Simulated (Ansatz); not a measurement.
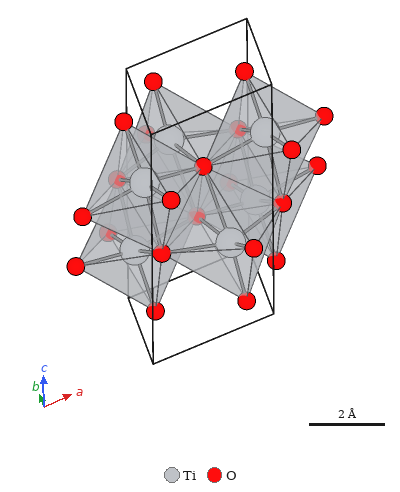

*The starting structure (polyhedral view of the reduced cell, seen at an oblique angle; polyhedra are completed across the faces of the cell).*

# Run report: TiO2, geometry relaxation (part 1 of 3)

The run: geometry relaxation of TiO2 (12 atoms in the cell). Method and program: DFT r2SCAN, scalar-relativistic, plane waves, PAW, no spin polarisation (Ansatz 0.2.0).

The structure derives from a Materials Project entry. It belongs to a series of runs on one base structure; here: equal strain along all axes, cell held, atoms relaxed: -2.0 %.

The program's output:
```
Warning: output.stress: scf.convergence.dr2_threshold = 6.4e-8 eV (the default of a walk held to its f_tol) is looser than the 1.2e-9 eV advised for a printed stress (1e-10 eV for each atom of the cell: 12). What an SCF threshold leaves in a stress goes as its square root, and in the free energy as the threshold itself, and one threshold admits the most on a small cell: of the crystals measured, under no hybrid functional and no lock of the moments, on runs that ended without the residual-converged pass, on stresses that held no estimate of that error, the worst erred by over 100 MPa in a component at 1e-7 eV an atom and by under 5 at 1e-10. Every solve of this run answers to scf.convergence.dr2_threshold, and the tensor of one is reported: a single SCF on the reported geometry and on this run's grids (its basis.xc_grid and basis.ecutrho_ratio typed), with scf.convergence.dr2_threshold at 1.2e-9 eV or tighter, prints it and tightens no other solve. Else set scf.convergence.dr2_threshold to 1.2e-9 eV or tighter. The threshold is an SCF's pass mark: one that does not reach it within its budget of iterations ends unconverged, or closes short of it on a stop that the run arms, and scf.convergence.dr2_threshold's page says what that costs each kind of run
Engine: ansatz 0.2.0, x86_64-unknown-linux-gnu
Pseudopotentials: kind: paw
Pseudopotential: Ti, paw, valence charge 12, recommended cutoff 500 eV (meta_gga), Ti.paw.azcp
Pseudopotential: O, paw, valence charge 6, recommended cutoff 500 eV (meta_gga), O.paw.azcp
Functional definition: r2SCAN
  parameter k0 = 0.174
  parameter k1 = 0.065
  parameter a1 = 4.9479
  exchange = r2scan_x(k0 = k0, k1 = k1, a1 = a1)
  correlation = r2scan_c
Crystal: 12 atoms, lattice volume = 133.924 Å³
Basis set: ecut = 500 eV, 3387 PW (Γ), exchange–correlation on 192×192×192 points (64 copies of the dense FFT grid, shifted against one another)
Bands: 60, of which v1, the nominal top of the filled ones, is band 48 counted from 1 (47 counted from 0)
Symmetry: 8 space group operations
Space group: I4/m (ITA 87), of the structure as read, at distance tolerance 5.1e-5 Å
k-points: 78 of 512
Non-local potential: Ti, projectors of the file, l = 0: 3, l = 1: 2, l = 2: 3, l = 3: 1
Non-local potential: O, projectors of the file, l = 0: 2, l = 1: 2, l = 2: 1
PAW form: soft (Blöchl's): semilocal exchange-correlation on the pseudo side does not see the compensation charge
PAW frozen core: Ti, regenerated for the run's functional (the file was generated under x = pbe(κ = 0.804, μ = 0.2195149727645171), c = pbe(β = 0.06672455060314922))
PAW frozen core: O, regenerated for the run's functional (the file was generated under x = pbe(κ = 0.804, μ = 0.2195149727645171), c = pbe(β = 0.06672455060314922))
PAW one-centre angular grid: Ti, 590 points (default); XC on 160 Gauss nodes
PAW one-centre angular grid: O, 302 points (default); XC on 160 Gauss nodes
Initial density: superposition of atomic densities (neutral atoms: chi_scale 0, normalization atom), corrected by the library's trained network
Initial wavefunctions: pseudopotential atomic-orbital guess
Functional: x = r2scan, c = r2scan; τ floored in thin density (d = 2e-4 eV/Å³)
SCF iter   1: F=—  HF=-14584.295723 eV  |F-HF|=—  |Δ(HF+E_count)|=         —  Δρ=2.25e-2  dr2=7.51e-1  dr2_τ=8.49e-1  ethr=1.77e-3  ⟨swp⟩=5.2  Hψ=17622  notcnv=0  defer=21
preconditioner: auto → Resta (q_TF=auto, 2.581 Å⁻¹)  ε∞=6.1  [insulator: Δε(μ)=2.621 eV  Ē_g=11.352 eV  σ=0.020 eV  W_gap=1.00  n_scr=44 (ndim 8)  ℏωp=25.7 eV  f_vac=0.114  D(μ)=0.00/eV (n_scr^D=0)  ε∞_Penn≈6.1]
SCF iter   2: F=—  HF=-14584.436188 eV  |F-HF|=—  |Δ(HF+E_count)|=   1.40e-1  Δρ=1.01e-2  dr2=6.52e-2  dr2_τ=3.78e-2  ethr=7.82e-4  ⟨swp⟩=2.0  Hψ=8101  notcnv=0  defer=423
SCF iter   3: F=—  HF=-14584.430212 eV  |F-HF|=—  |Δ(HF+E_count)|=   5.98e-3  Δρ=3.65e-3  dr2=8.96e-3  dr2_τ=1.02e-3  ethr=6.79e-5  ⟨swp⟩=2.0  Hψ=6956  notcnv=0  defer=423
SCF iter   4: F=—  HF=-14584.430778 eV  |F-HF|=—  |Δ(HF+E_count)|=   5.67e-4  Δρ=1.13e-3  dr2=9.62e-4  dr2_τ=2.22e-4  ethr=9.33e-6  ⟨swp⟩=2.0  Hψ=6642  notcnv=0  defer=423
SCF iter   5: F=—  HF=-14584.430758 eV  |F-HF|=—  |Δ(HF+E_count)|=   2.04e-5  Δρ=2.79e-4  dr2=8.73e-5  dr2_τ=1.85e-5  ethr=1.00e-6  ⟨swp⟩=2.1  Hψ=6849  notcnv=0  defer=423
SCF iter   6: F=—  HF=-14584.430786 eV  |F-HF|=—  |Δ(HF+E_count)|=   2.75e-5  Δρ=9.64e-5  dr2=1.24e-5  dr2_τ=1.07e-6  ethr=9.10e-8  ⟨swp⟩=2.0  Hψ=6347  notcnv=0  defer=423
SCF iter   7: F=-14584.430794 eV  HF=-14584.430794 eV  |F-HF|=8.12e-7  |Δ(HF+E_count)|=   8.08e-6  Δρ=2.18e-5  dr2=6.68e-7  dr2_τ=3.86e-8  ethr=1.67e-9  ⟨swp⟩=14.0  Hψ=36345  notcnv=0
SCF 1 converged in 7 iterations: F = -14584.430794 eV  dr2 = 6.68e-7
  greatest PAW one-centre occupation: 1.000 electrons in one spin orbital (limit 2), on the Ti atom at site 3 (counted from 0), in its partial waves of l = 1
relax step   1: F+E_penalty+E_count = -14584.43079447 eV  Δ(F+E_penalty+E_count) = +0.000e0 eV  max|allowed force component| = 5.489e-1 eV/Å  Δτ_max = 0.0000 Å  (7 SCF iters, dr2 threshold 1.60e-6 eV, accepted)
Initial density: handed on by an earlier stage of this run
Initial wavefunctions: those handed on with the density
iter 1 solved again at ethr=2.75e-6 eV; its pass at ethr=3.10e-3 eV (dr2=2.64e-3 eV) is discarded
SCF iter   1: F=—  HF=-14584.439751 eV  |F-HF|=—  |Δ(HF+E_count)|=         —  Δρ=1.79e-3  dr2=2.58e-3  dr2_τ=5.49e-2  ethr=2.75e-6  ⟨swp⟩=2.0  Hψ=13777  notcnv=0  defer=423
preconditioner: auto → Resta (q_TF=auto, 2.581 Å⁻¹)  ε∞=6.5  [insulator: Δε(μ)=2.112 eV  Ē_g=10.948 eV  σ=0.020 eV  W_gap=1.00  n_scr=44 (ndim 8)  ℏωp=25.7 eV  f_vac=0.117  D(μ)=0.00/eV (n_scr^D=0)  ε∞_Penn≈6.5]
SCF iter   2: F=—  HF=-14584.450250 eV  |F-HF|=—  |Δ(HF+E_count)|=   1.05e-2  Δρ=8.62e-4  dr2=6.46e-4  dr2_τ=6.67e-5  ethr=2.69e-6  ⟨swp⟩=2.0  Hψ=8201  notcnv=0  defer=423
SCF iter   3: F=—  HF=-14584.450228 eV  |F-HF|=—  |Δ(HF+E_count)|=   2.24e-5  Δρ=3.17e-4  dr2=1.03e-4  dr2_τ=1.67e-5  ethr=6.73e-7  ⟨swp⟩=2.0  Hψ=6387  notcnv=0  defer=423
SCF iter   4: F=—  HF=-14584.450243 eV  |F-HF|=—  |Δ(HF+E_count)|=   1.54e-5  Δρ=1.43e-4  dr2=2.34e-5  dr2_τ=3.08e-6  ethr=1.07e-7  ⟨swp⟩=2.0  Hψ=6441  notcnv=0  defer=423
SCF iter   5: F=-14584.450245 eV  HF=-14584.450244 eV  |F-HF|=1.57e-6  |Δ(HF+E_count)|=   3.24e-7  Δρ=5.66e-5  dr2=3.19e-6  dr2_τ=3.40e-7  ethr=1.96e-8  ⟨swp⟩=15.1  Hψ=43502  notcnv=0
SCF 2 converged in 5 iterations: F = -14584.450245 eV  dr2 = 3.19e-6
relax step   2: F+E_penalty+E_count = -14584.45024508 eV  Δ(F+E_penalty+E_count) = -1.945e-2 eV  max|allowed force component| = 1.463e-1 eV/Å  Δτ_max = 0.0139 Å  (5 SCF iters, dr2 threshold 1.88e-5 eV, accepted)
SCF iter   1: F=—  HF=-14584.450138 eV  |F-HF|=—  |Δ(HF+E_count)|=         —  Δρ=9.36e-4  dr2=7.32e-4  dr2_τ=1.97e-2  ethr=1.03e-5  ⟨swp⟩=2.1  Hψ=9078  notcnv=0  defer=425
preconditioner: auto → Resta (q_TF=auto, 2.581 Å⁻¹)  ε∞=6.5  [insulator: Δε(μ)=2.085 eV  Ē_g=10.934 eV  σ=0.020 eV  W_gap=1.00  n_scr=44 (ndim 8)  ℏωp=25.7 eV  f_vac=0.117  D(μ)=0.00/eV (n_scr^D=0)  ε∞_Penn≈6.5]
SCF iter   2: F=—  HF=-14584.452950 eV  |F-HF|=—  |Δ(HF+E_count)|=   2.81e-3  Δρ=4.84e-4  dr2=2.45e-4  dr2_τ=1.64e-5  ethr=7.63e-7  ⟨swp⟩=2.0  Hψ=9194  notcnv=0  defer=425
SCF iter   3: F=—  HF=-14584.452932 eV  |F-HF|=—  |Δ(HF+E_count)|=   1.74e-5  Δρ=1.70e-4  dr2=2.67e-5  dr2_τ=6.65e-6  ethr=2.55e-7  ⟨swp⟩=2.0  Hψ=6427  notcnv=0  defer=425
SCF iter   4: F=—  HF=-14584.452941 eV  |F-HF|=—  |Δ(HF+E_count)|=   8.67e-6  Δρ=6.40e-5  dr2=3.66e-6  dr2_τ=3.99e-7  ethr=2.78e-8  ⟨swp⟩=2.0  Hψ=6439  notcnv=0  defer=425
SCF iter   5: F=—  HF=-14584.452943 eV  |F-HF|=—  |Δ(HF+E_count)|=   1.99e-6  Δρ=3.37e-5  dr2=1.34e-6  dr2_τ=1.48e-7  ethr=1.39e-9  ⟨swp⟩=14.5  Hψ=36353  notcnv=0
SCF iter   6: F=-14584.452943 eV  HF=-14584.452943 eV  |F-HF|=4.17e-7  |Δ(HF+E_count)|=   4.65e-7  Δρ=2.24e-5  dr2=5.87e-7  dr2_τ=7.20e-8  ethr=1.39e-9  ⟨swp⟩=10.0  Hψ=32758  notcnv=0
SCF 3 converged in 6 iterations: F = -14584.452943 eV  dr2 = 5.87e-7
relax step   3: F+E_penalty+E_count = -14584.45294291 eV  Δ(F+E_penalty+E_count) = -2.698e-3 eV  max|allowed force component| = 1.556e-2 eV/Å  Δτ_max = 0.0088 Å  (6 SCF iters, dr2 threshold 1.34e-6 eV, accepted)
SCF iter   1: F=—  HF=-14584.453156 eV  |F-HF|=—  |Δ(HF+E_count)|=         —  Δρ=1.11e-4  dr2=7.02e-6  dr2_τ=2.33e-4  ethr=9.41e-8  ⟨swp⟩=2.0  Hψ=8814  notcnv=0  defer=1
preconditioner: auto → Resta (q_TF=auto, 2.581 Å⁻¹)  ε∞=6.5  [insulator: Δε(μ)=2.090 eV  Ē_g=10.933 eV  σ=0.020 eV  W_gap=1.00  n_scr=44 (ndim 8)  ℏωp=25.7 eV  f_vac=0.117  D(μ)=0.00/eV (n_scr^D=0)  ε∞_Penn≈6.5]
SCF iter   2: F=—  HF=-14584.452976 eV  |F-HF|=—  |Δ(HF+E_count)|=   1.81e-4  Δρ=6.16e-5  dr2=2.29e-6  dr2_τ=4.03e-7  ethr=7.31e-9  ⟨swp⟩=2.0  Hψ=8813  notcnv=0  defer=1
SCF iter   3: F=—  HF=-14584.452976 eV  |F-HF|=—  |Δ(HF+E_count)|=   3.89e-7  Δρ=3.03e-5  dr2=6.99e-7  dr2_τ=9.41e-8  ethr=2.39e-9  ⟨swp⟩=2.0  Hψ=5944  notcnv=0  defer=1
SCF iter   4: F=-14584.452976 eV  HF=-14584.452976 eV  |F-HF|=1.34e-8  |Δ(HF+E_count)|=   1.53e-7  Δρ=7.34e-6  dr2=4.70e-8  dr2_τ=1.08e-8  ethr=6.67e-11  ⟨swp⟩=10.0  Hψ=34030  notcnv=0
SCF 4 converged in 4 iterations: F = -14584.452976 eV  dr2 = 4.70e-8
relax step   4: F+E_penalty+E_count = -14584.45297607 eV  Δ(F+E_penalty+E_count) = -3.316e-5 eV  max|allowed force component| = 6.893e-3 eV/Å  Δτ_max = 0.0009 Å  (4 SCF iters, accepted)
SCF iter   1: F=—  HF=-14584.453160 eV  |F-HF|=—  |Δ(HF+E_count)|=         —  Δρ=1.22e-4  dr2=6.74e-6  dr2_τ=2.38e-4  ethr=7.20e-8  ⟨swp⟩=2.0  Hψ=9428  notcnv=0
preconditioner: auto → Resta (q_TF=auto, 2.581 Å⁻¹)  ε∞=6.5  [insulator: Δε(μ)=2.092 eV  Ē_g=10.932 eV  σ=0.020 eV  W_gap=1.00  n_scr=44 (ndim 8)  ℏωp=25.7 eV  f_vac=0.117  D(μ)=0.00/eV (n_scr^D=0)  ε∞_Penn≈6.5]
SCF iter   2: F=—  HF=-14584.452985 eV  |F-HF|=—  |Δ(HF+E_count)|=   1.75e-4  Δρ=6.81e-5  dr2=2.30e-6  dr2_τ=3.99e-7  ethr=7.02e-9  ⟨swp⟩=2.0  Hψ=9126  notcnv=0
SCF iter   3: F=—  HF=-14584.452986 eV  |F-HF|=—  |Δ(HF+E_count)|=   8.77e-7  Δρ=2.10e-5  dr2=4.20e-7  dr2_τ=9.90e-8  ethr=2.40e-9  ⟨swp⟩=2.0  Hψ=6435  notcnv=0
SCF iter   4: F=-14584.452986 eV  HF=-14584.452986 eV  |F-HF|=2.06e-8  |Δ(HF+E_count)|=   5.53e-8  Δρ=7.38e-6  dr2=5.36e-8  dr2_τ=1.02e-8  ethr=6.67e-11  ⟨swp⟩=10.0  Hψ=33082  notcnv=0
SCF 5 converged in 4 iterations: F = -14584.452986 eV  dr2 = 5.36e-8
relax step   5: F+E_penalty+E_count = -14584.45298574 eV  Δ(F+E_penalty+E_count) = -9.666e-6 eV  max|allowed force component| = 1.737e-3 eV/Å  Δτ_max = 0.0008 Å  (4 SCF iters, accepted)
SCF iter   1: F=—  HF=-14584.452981 eV  |F-HF|=—  |Δ(HF+E_count)|=         —  Δρ=4.67e-5  dr2=7.10e-7  dr2_τ=3.29e-5  ethr=9.31e-9  ⟨swp⟩=2.0  Hψ=9442  notcnv=0
SCF iter   2: F=—  HF=-14584.452987 eV  |F-HF|=—  |Δ(HF+E_count)|=   6.25e-6  Δρ=2.62e-5  dr2=2.57e-7  dr2_τ=5.26e-8  ethr=7.40e-10  ⟨swp⟩=2.0  Hψ=9126  notcnv=0
SCF iter   3: F=—  HF=-14584.452987 eV  |F-HF|=—  |Δ(HF+E_count)|=   1.75e-7  Δρ=8.81e-6  dr2=8.81e-8  dr2_τ=1.50e-8  ethr=2.68e-10  ⟨swp⟩=2.0  Hψ=6439  notcnv=0
SCF iter   4: F=-14584.452987 eV  HF=-14584.452987 eV  |F-HF|=7.88e-10  |Δ(HF+E_count)|=   3.56e-9  Δρ=2.37e-6  dr2=5.18e-9  dr2_τ=1.59e-9  ethr=6.67e-11  ⟨swp⟩=10.0  Hψ=29491  notcnv=0
SCF 6 converged in 4 iterations: F = -14584.452987 eV  dr2 = 5.18e-9
relax step   6: F+E_penalty+E_count = -14584.45298741 eV  Δ(F+E_penalty+E_count) = -1.673e-6 eV  max|allowed force component| = 2.442e-3 eV/Å  Δτ_max = 0.0003 Å  (4 SCF iters, accepted)
SCF iter   1: F=—  HF=-14584.453074 eV  |F-HF|=—  |Δ(HF+E_count)|=         —  Δρ=1.99e-4  dr2=1.14e-5  dr2_τ=5.72e-4  ethr=1.25e-7  ⟨swp⟩=2.0  Hψ=9657  notcnv=0  defer=199
preconditioner: auto → Resta (q_TF=auto, 2.581 Å⁻¹)  ε∞=6.5  [insulator: Δε(μ)=2.092 eV  Ē_g=10.933 eV  σ=0.020 eV  W_gap=1.00  n_scr=44 (ndim 8)  ℏωp=25.7 eV  f_vac=0.117  D(μ)=0.00/eV (n_scr^D=0)  ε∞_Penn≈6.5]
SCF iter   2: F=—  HF=-14584.452990 eV  |F-HF|=—  |Δ(HF+E_count)|=   8.36e-5  Δρ=1.11e-4  dr2=3.88e-6  dr2_τ=8.89e-7  ethr=1.19e-8  ⟨swp⟩=2.0  Hψ=9126  notcnv=0  defer=197
SCF iter   3: F=—  HF=-14584.452993 eV  |F-HF|=—  |Δ(HF+E_count)|=   2.61e-6  Δρ=1.35e-5  dr2=1.13e-7  dr2_τ=7.04e-8  ethr=4.04e-9  ⟨swp⟩=2.4  Hψ=7275  notcnv=0  defer=197
SCF iter   4: F=-14584.452993 eV  HF=-14584.452993 eV  |F-HF|=3.60e-8  |Δ(HF+E_count)|=   1.31e-7  Δρ=7.72e-6  dr2=6.17e-8  dr2_τ=1.06e-8  ethr=6.67e-11  ⟨swp⟩=11.2  Hψ=30479  notcnv=0
SCF 7 converged in 4 iterations: F = -14584.452993 eV  dr2 = 6.17e-8
  greatest PAW one-centre occupation: 1.000 electrons in one spin orbital (limit 2), on the Ti atom at site 2 (counted from 0), in its partial waves of l = 1
relax step   7: F+E_penalty+E_count = -14584.45299297 eV  Δ(F+E_penalty+E_count) = -5.562e-6 eV  max|allowed force component| = 4.810e-3 eV/Å  Δτ_max = 0.0013 Å  (4 SCF iters, accepted)
SCF iter   1: F=—  HF=-14584.452993 eV  |F-HF|=—  |Δ(HF+E_count)|=         —  Δρ=2.50e-4  dr2=1.80e-5  dr2_τ=8.65e-4  ethr=1.75e-7  ⟨swp⟩=2.0  Hψ=9971  notcnv=0  defer=338
preconditioner: auto → Resta (q_TF=auto, 2.581 Å⁻¹)  ε∞=6.5  [insulator: Δε(μ)=2.093 eV  Ē_g=10.933 eV  σ=0.020 eV  W_gap=1.00  n_scr=44 (ndim 8)  ℏωp=25.7 eV  f_vac=0.117  D(μ)=0.00/eV (n_scr^D=0)  ε∞_Penn≈6.5]
SCF iter   2: F=—  HF=-14584.452998 eV  |F-HF|=—  |Δ(HF+E_count)|=   4.30e-6  Δρ=1.37e-4  dr2=5.55e-6  dr2_τ=1.29e-6  ethr=1.88e-8  ⟨swp⟩=2.0  Hψ=9126  notcnv=0  defer=346
SCF iter   3: F=—  HF=-14584.453001 eV  |F-HF|=—  |Δ(HF+E_count)|=   3.77e-6  Δρ=1.80e-5  dr2=1.98e-7  dr2_τ=9.09e-8  ethr=5.78e-9  ⟨swp⟩=2.7  Hψ=7650  notcnv=0  defer=346
SCF iter   4: F=—  HF=-14584.453002 eV  |F-HF|=—  |Δ(HF+E_count)|=   1.66e-7  Δρ=1.01e-5  dr2=1.10e-7  dr2_τ=1.78e-8  ethr=6.67e-11  ⟨swp⟩=11.7  Hψ=30956  notcnv=0
SCF iter   5: F=-14584.453002 eV  HF=-14584.453002 eV  |F-HF|=7.37e-9  |Δ(HF+E_count)|=   7.10e-9  Δρ=3.36e-6  dr2=5.48e-9  dr2_τ=1.94e-9  ethr=6.67e-11  ⟨swp⟩=8.0  Hψ=27517  notcnv=0
SCF 8 converged in 5 iterations: F = -14584.453002 eV  dr2 = 5.48e-9
relax step   8: F+E_penalty+E_count = -14584.45300161 eV  Δ(F+E_penalty+E_count) = -8.631e-6 eV  max|allowed force component| = 6.598e-3 eV/Å  Δτ_max = 0.0017 Å  (5 SCF iters, accepted)
SCF iter   1: F=—  HF=-14584.368837 eV  |F-HF|=—  |Δ(HF+E_count)|=         —  Δρ=4.91e-3  dr2=6.94e-3  dr2_τ=3.32e-1  ethr=7.19e-5  ⟨swp⟩=4.4  Hψ=11267  notcnv=0  defer=426
preconditioner: auto → Resta (q_TF=auto, 2.581 Å⁻¹)  ε∞=6.5  [insulator: Δε(μ)=2.120 eV  Ē_g=10.933 eV  σ=0.020 eV  W_gap=1.00  n_scr=44 (ndim 8)  ℏωp=25.7 eV  f_vac=0.116  D(μ)=0.00/eV (n_scr^D=0)  ε∞_Penn≈6.5]
SCF iter   2: F=—  HF=-14584.451867 eV  |F-HF|=—  |Δ(HF+E_count)|=   8.30e-2  Δρ=2.69e-3  dr2=2.09e-3  dr2_τ=4.91e-4  ethr=7.23e-6  ⟨swp⟩=2.0  Hψ=9636  notcnv=0  defer=426
SCF iter   3: F=—  HF=-14584.453265 eV  |F-HF|=—  |Δ(HF+E_count)|=   1.40e-3  Δρ=3.65e-4  dr2=9.18e-5  dr2_τ=3.40e-5  ethr=2.17e-6  ⟨swp⟩=2.7  Hψ=7761  notcnv=0  defer=426
SCF iter   4: F=—  HF=-14584.453313 eV  |F-HF|=—  |Δ(HF+E_count)|=   4.88e-5  Δρ=2.05e-4  dr2=4.53e-5  dr2_τ=7.68e-6  ethr=9.57e-8  ⟨swp⟩=2.1  Hψ=6942  notcnv=0  defer=426
SCF iter   5: F=—  HF=-14584.453105 eV  |F-HF|=—  |Δ(HF+E_count)|=   2.08e-4  Δρ=6.38e-5  dr2=1.99e-6  dr2_τ=6.96e-7  ethr=4.72e-8  ⟨swp⟩=2.0  Hψ=6438  notcnv=0  defer=426
SCF iter   6: F=—  HF=-14584.453108 eV  |F-HF|=—  |Δ(HF+E_count)|=   3.00e-6  Δρ=2.00e-5  dr2=3.32e-7  dr2_τ=6.95e-8  ethr=2.07e-9  ⟨swp⟩=2.1  Hψ=7572  notcnv=0  defer=426
SCF iter   7: F=-14584.453108 eV  HF=-14584.453108 eV  |F-HF|=1.56e-8  |Δ(HF+E_count)|=   1.47e-7  Δρ=7.21e-6  dr2=5.15e-8  dr2_τ=9.95e-9  ethr=6.67e-11  ⟨swp⟩=15.0  Hψ=33214  notcnv=0
SCF 9 converged in 7 iterations: F = -14584.453108 eV  dr2 = 5.15e-8
relax step   9: F+E_penalty+E_count = -14584.45310813 eV  Δ(F+E_penalty+E_count) = -1.065e-4 eV  max|allowed force component| = 4.212e-2 eV/Å  Δτ_max = 0.0335 Å  (7 SCF iters, accepted)
```
